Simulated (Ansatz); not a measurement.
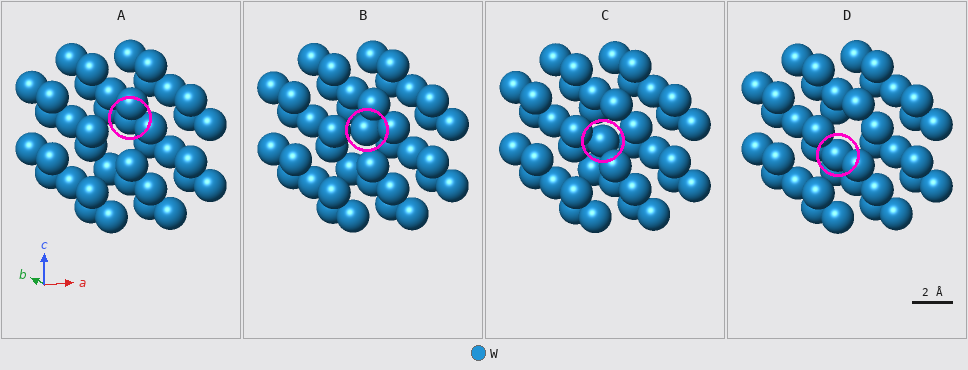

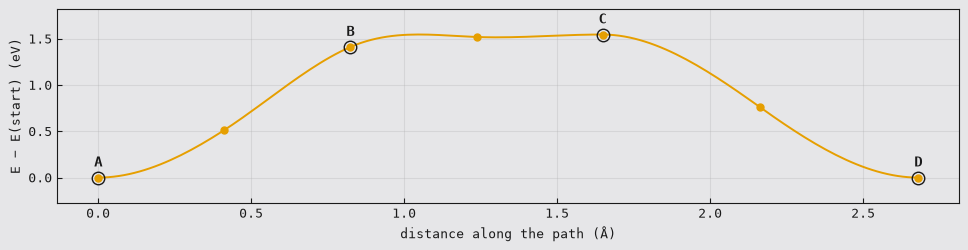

A nudged-elastic-band calculation for W with a W vacancy (15 atoms in the cell). Images are numbered from 0 (start) to 6 (end). Frames A to D are images 0, 2, 4, 6. Style: spheres-only. Shown: the atoms within 5.6 Å of the middle of the path, slightly off an axis. The moving atom is ringed, with any periodic copies.

Theory: DFT PBEsol, scalar-relativistic, plane waves, PAW in Ansatz 0.2.0. Settings: plane-wave cutoff 420 eV; k-point mesh 3 × 3 × 3; Gaussian smearing 0.15 eV; 5 movable images; climbing image; force threshold 0.03 eV/Å; iteration limit 41; starting path by image-dependent pair potential.

Describe the mechanism and the energy profile.

Answer. It is a vacancy jump: a nearby atom moves into the empty site and leaves its own site empty. A W atom travels furthest, 2.70 Å from end to end, along [−1 −1 −1], on a straight line. At the highest image its nearest neighbour (W) is 2.66 Å away, against 2.73 Å at the start, and the surrounding atoms stand up to 0.09 Å off the mean of their end positions. The barrier is about 1.55 eV in both directions, with image 4 at the top; the ends have the same energy. The band converged in 7 iterations, with a climbing image at the top.

Limits of the set-up: the periodic images lie only 6.3 Å apart, so the values are limited by the cell's size.

The run took 15 min on 4 threads of Arm Neoverse V2 (shared host), peak memory 2.9 GiB.

PAW datasets: the set soft_1.
